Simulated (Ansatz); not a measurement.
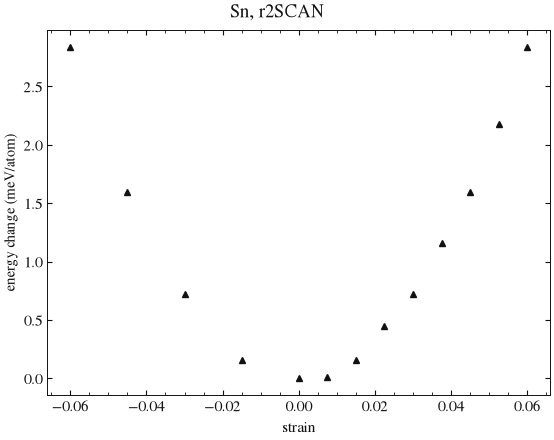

The picture above shows the energy change against strain for Sn, space group Immm (No. 71).

The given structure:
```yaml
crystal:
  lattice:
    - [-1.72654, 1.77555, 2.33834]
    - [1.72654, -1.77555, 2.33834]
    - [1.72654, 1.77555, -2.33834]
  atoms:
    - { symbol: Sn, position: [0.00000, 0.00000, 0.00000] }
```

Computed with Ansatz 0.2.0: homogeneous strain of a crystal along one Voigt pattern with engineering shear, fractional coordinates fixed, by plane-wave density functional theory with PAW datasets, free energies less that of the undisturbed cell, pressure positive in compression; scalar-relativistic. Level: r2SCAN, no spin polarisation.

wave cutoff 300 eV; k mesh 20×20×20; occupations Gaussian; smearing width 0.15 eV; k shift (0, 0, 0) (mesh steps); start as given; strain pattern (0, 0, 0, 0, 1, 0) (xx yy zz yz xz xy with engineering shear).

The points at strain −0.045, −0.015, 0.03 and 0.06 follow from computed ones by symmetry.

From this curve and the settings, what does the calculation give for the tensile stress summed over the strain pattern and pressure at the same points?

The tensile stress summed over the strain pattern rises from −0.593 GPa at strain −0.0600 to 0.593 GPa at 0.0600, and changes sign near 0.000. The pressure goes from −1.882 GPa at strain −0.0600 to −1.882 GPa at 0.0600, not monotonically, with a low of −1.940 GPa at 0.0000.

```csv
strain,tensile stress summed over the strain pattern (GPa),pressure (GPa)
-0.0600,-0.593,-1.882
-0.0450,-0.428,-1.912
-0.0300,-0.295,-1.929
-0.0150,-0.158,-1.936
0.0000,0.000,-1.940
0.0075,0.081,-1.939
0.0150,0.158,-1.936
0.0225,0.229,-1.933
0.0300,0.295,-1.929
0.0375,0.360,-1.922
0.0450,0.428,-1.912
0.0525,0.505,-1.899
0.0600,0.593,-1.882
```

Keep in mind: cutoff under the advised one; reference crystal is not relaxed.
